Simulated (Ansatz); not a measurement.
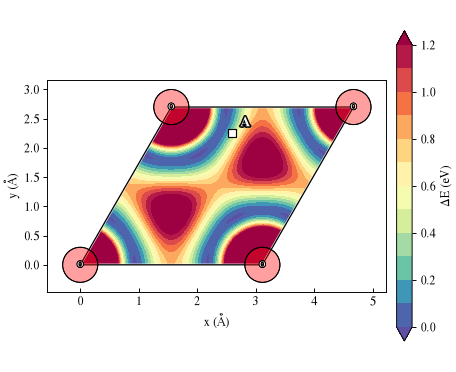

MgO₂ (R-3m phase) with one H guest (13 atoms in the cell, cell charge +1). 
- A guest moved over a lattice plane through the rigid host; the plane is (0 0 1) of the conventional cell, half-way across the widest gap between atomic layers, origin above O6.
- Places are given modulo a cell vector. The map is drawn in real space over the plane of the scan.
- Nothing is relaxed (host rigid, guest held in the plane).
- Grid: 12 × 12 points; 31 points were computed and 113 follow by symmetry.
- Energies are in eV per cell, from the lowest grid point.
- The band gap closes in part of the range. The cell is charged on a uniform background, without a charge correction.
- Method: DFT LDA, scalar-relativistic, plane waves, PAW in Ansatz. Settings: cutoff 420 eV, k-mesh 6×6×6, gaussian smearing 0.05 eV, no spin polarisation.

Drawn: filled contours, labelled circles for the fixed atoms within 1 Å of the plane, the outline of one cell of the plane, one colour for all values above the top of the scale, the point A. Between grid points the surface is interpolated.

Is A at rest? If not, where is it pushed?

A, at (5/12, 10/12) of the cell vectors, is not a stationary point. The computed force is 2.4 eV/Å in the plane, pointing up and left in the picture (components −2.2 and 1.1 eV/Å).

PAW datasets: the set soft_1.
